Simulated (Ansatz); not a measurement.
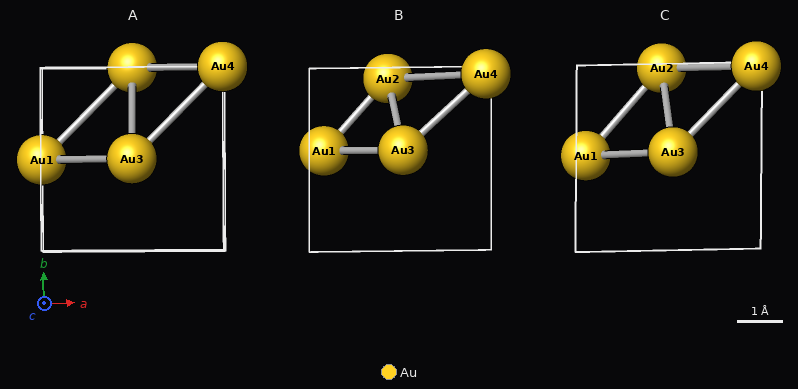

3 geometries from one relaxation of solid Au (set up in P1), in shuffled order. The picture is a ball-and-stick view of the cell of the calculation, seen along the c axis.

Case: all atoms moved at random, sigma 0.25 Å for each component, cell strained at random, sigma 0.01; relaxed back.

These are results of DFT PBEsol, scalar-relativistic, plane waves, PAW (Ansatz), not measurements. Set-up: plane-wave cutoff 420 eV; k-point mesh 8 × 8 × 8; occupations gaussian; smearing width 0.15 eV; no spin polarisation; cell and atoms relaxed; force threshold 0.01 eV/Å; at most 80 steps.

### Order the frames from highest to lowest energy.

B, C, A. They are steps 0, 1, 5, at +5.044 eV per cell of the calculation, +0.755 eV per cell of the calculation relative to the last. The atom that moves furthest relative to the cell is Au1 (0.43 Å along [−2 −1 −1]). The volume changes by −0.9 %, with a 4.072 → 4.075 Å (+0.1 %), b 4.102 → 4.093 Å (−0.2 %), c 4.122 → 4.087 Å (−0.9 %), α 90.8° → 90.0°, β 88.8° → 90.0°, γ 89.3° → 90.0°. Some distances before and after: Au1–Au2 3.661 → 2.888 Å, Au1–Au2 (another image) 2.157 → 2.888 Å, Au2–Au3 3.535 → 2.892 Å, Au1–Au3 3.427 → 2.886 Å. Within 0.06 Å the space group is P1 at the start and Fm-3m at the end; at a tighter tolerance small leftover displacements or strains of the cell lower it. After 4 accepted moves (5 points after the start) the energy has fallen by 5.044 eV per cell of the calculation. Largest force component: 13 eV/Å at the start, 0.00096 eV/Å at the end. The pressure goes from 45.34 to −0.03 GPa. The SCF was repeated once at an unchanged geometry on a basis and grid sized afresh for the cell, which shifted the energy by 0.2 meV per cell of the calculation at most. Cost: 6.2 min on 1 thread of Oxide Virtual Turin-like Processor (Zen 5), with other jobs on the host, peak memory 0.82 GiB.
